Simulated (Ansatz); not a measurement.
Scan of the smearing width.
The run: K (Im-3m, 1 atom in the cell), by Ansatz, DFT, LDA (PW92), plane waves (420 eV) with PAW, scalar-relativistic; 9×9×9 k-mesh, Gaussian smearing.
ΔE is the free energy less its value at the smallest setting, 0.01 eV.
Dashed lines or grey bands mark the tolerance: 1 meV/atom.
On logarithmic panels, open markers lie below the reference value and filled ones above.
Values: 1 eV, 0.6 eV, 0.3 eV, 0.2 eV, 0.1 eV, 0.03 eV and 0.01 eV.

How do the results converge (to 1 meV/atom)?

The free energy is within 1 meV/atom of the smallest setting's value from 0.03 eV down. It is off by 180 meV/atom at 1 eV, 15 meV/atom at 0.3 eV and 2.1 meV/atom at 0.1 eV (always below it). The free energy falls with the width because it holds the −TS term of the fractional occupations.

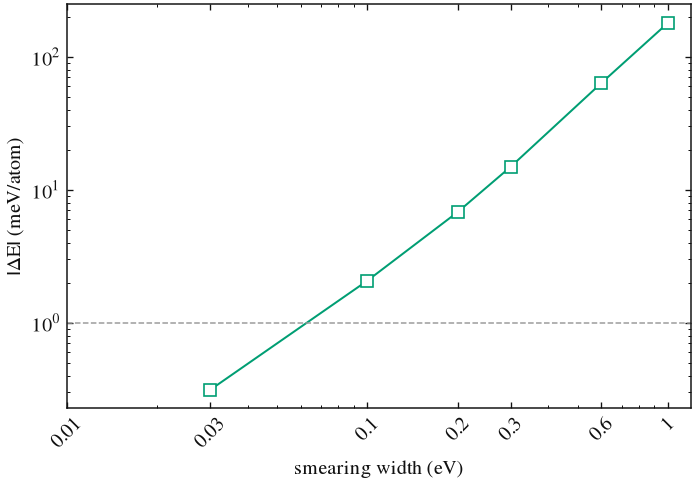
